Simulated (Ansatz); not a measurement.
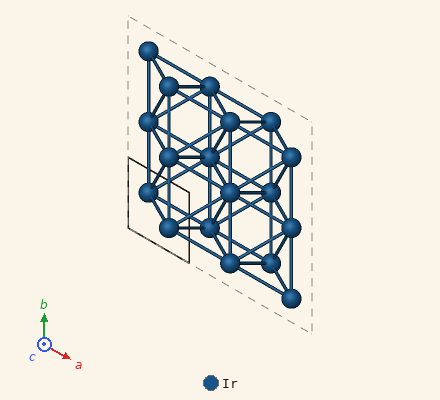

The structure, seen along [001]; the drawing may span several cells.

Given this structure, the end point of a relaxation with DFT, LDA (PW92), plane waves (420 eV) with PAW, scalar-relativistic in Ansatz 0.2.0; the starting structure was generated, so it need not be a known form of this composition, written in its standard cell:

```
Ir
1.0
     2.70530    0.00000    0.00000
    -1.35265    2.34286    0.00000
     0.00000    0.00000    4.39105
Ir
2
Direct
  0.33333 0.66667 0.25000
  0.66667 0.33333 0.75000
```

**What does the kinematic electron diffraction pattern along [001] look like at 120 kV (B = 0.3 Å²)?**

The spots form a hexagonal net with both shortest vectors at d = 2.34 Å, 60.0° apart. They are 1 -1 0 and 1 0 0. The pattern has symmetry 6mm. No reflection of this zone is absent.

Strongest reflections with d > 0.80 Å, one of each family (|F|² from tabulated Gaussian fits of the electron scattering factors, times a small damping for the curvature of the Ewald sphere):

| hkl | d (Å) | I (strongest = 100) |
| --- | --- | --- |
| 2 -1 0 | 1.353 | 100 |
| 1 0 0 | 2.343 | 69 |
| 2 0 0 | 1.171 | 18 |
| 3 -1 0 | 0.886 | 8 |

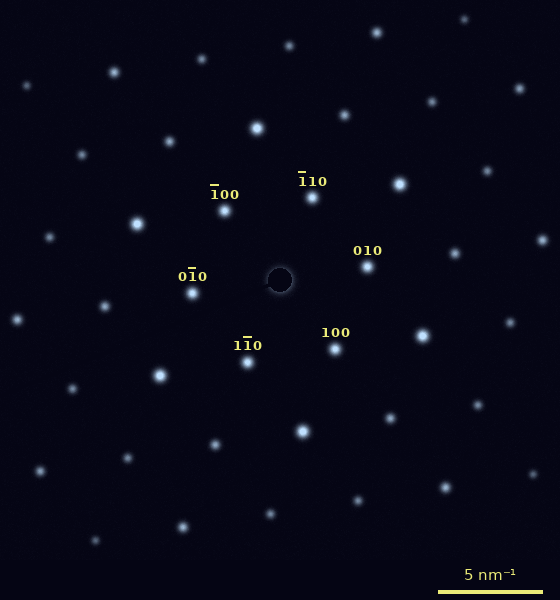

Calculated pattern, seen from the source side with [001] pointing towards the source.
